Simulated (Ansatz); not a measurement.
Structure of Mn:

```cif
data_structure
_symmetry_space_group_name_H-M 'Pm-3n'
_symmetry_Int_Tables_number 223
_cell_length_a 4.3788
_cell_length_b 4.3788
_cell_length_c 4.3788
_cell_angle_alpha 90.000
_cell_angle_beta 90.000
_cell_angle_gamma 90.000
_cell_volume 83.96
loop_
_atom_site_label
_atom_site_type_symbol
_atom_site_symmetry_multiplicity
_atom_site_Wyckoff_symbol
_atom_site_fract_x
_atom_site_fract_y
_atom_site_fract_z
_atom_site_occupancy
Mn1 Mn 2 a 0.00000 0.00000 0.00000 1
Mn2 Mn 6 c 0.25000 0.00000 0.50000 1
```

Basis of the simulation: the input geometry of an electronic-structure calculation (not necessarily at equilibrium); the starting structure was generated, so it need not be a known form of this composition.

> Predict radii and indices of the first 6 visible rings (3 % of the strongest or more) for λ = 0.3100 Å and a flat detector at 270 mm.

```
ring   radius  2θ (°)  d (Å)  hkl
   1  38.5 mm    8.12   2.19  200
   2  43.1 mm    9.08  1.958  210
   3  47.4 mm    9.95  1.788  211
   4  67.8 mm   14.09  1.264  222
   5  70.7 mm   14.67  1.214  320
   6  73.5 mm   15.22  1.170  321
```

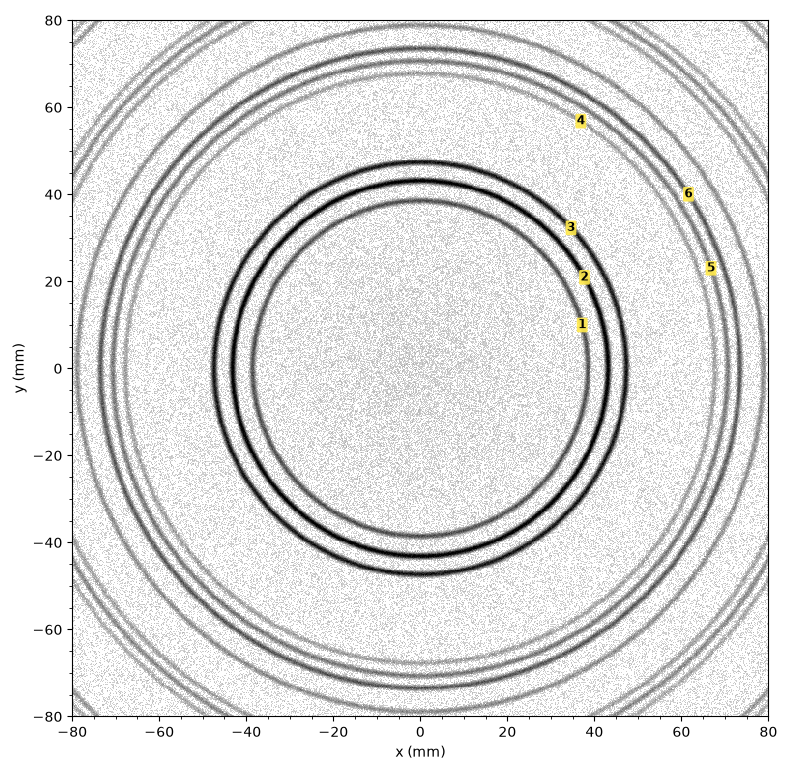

Simulated X-ray powder rings on a flat area detector normal to the beam: λ = 0.3100 Å, sample-to-detector distance 270 mm, axes in mm from the beam centre, beam polarised horizontally, for a fine-grained powder without texture. Kinematic intensities with B = 0.5 Å² for all atoms, without absorption; brightness goes as intensity to the power 0.4, clipped at the top, with counting noise. Reflections closer than the ring width show as one ring. The numbers mark the rings of the table.
